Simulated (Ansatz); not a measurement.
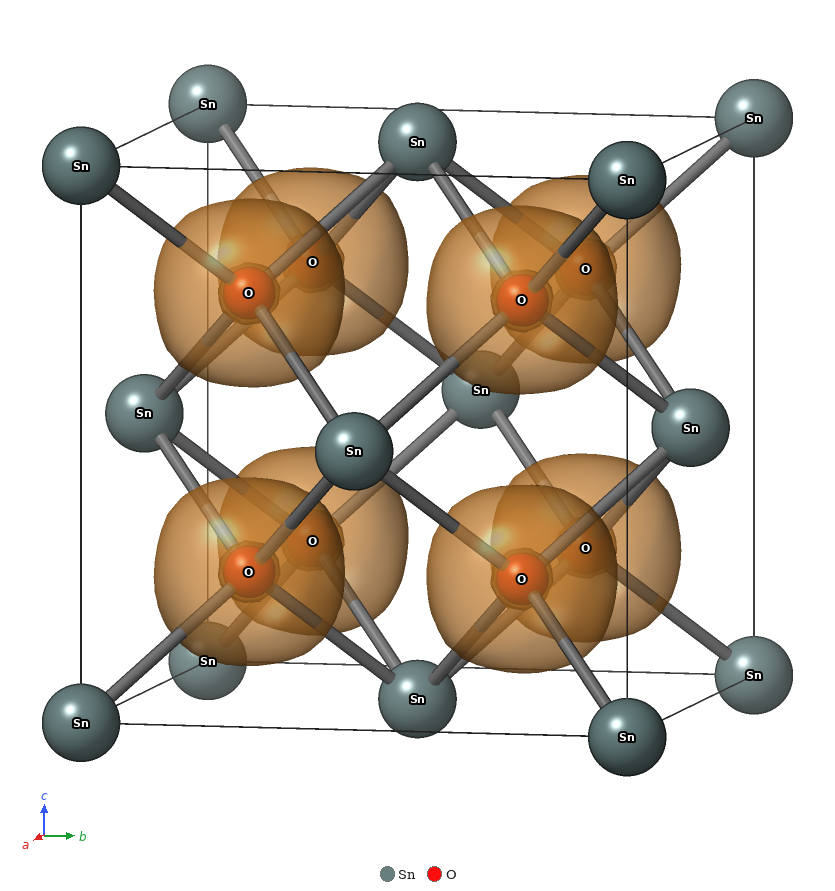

The picture shows: SnO2. Isosurface of the ELF at 0.6 (orange), seen slightly off an axis. Core shells and regions of very low density are left out. Sticks mark near contacts.

Space group Fm-3m; a structure from a database of computed crystals, not necessarily the ambient phase.

The calculation used Ansatz, DFT PBE, scalar-relativistic, plane waves, PAW.

In a PAW calculation such maps are meaningful between the atoms, not at the nuclei.

Q: What do the ELF domains correspond to?

A: The surface consists of eight regions wrapped around O (the valence shell of each), counted in one cell of 12 atoms. Regions shared between cells count once. Along the contacts the grid gives the following. Sn–O (2.23 Å): the ELF peaks at about 0.85 in the valence shell of O, 0.6 Å from its nucleus, and is about 0.25 at the midpoint (no shared electron pair shows on this line).
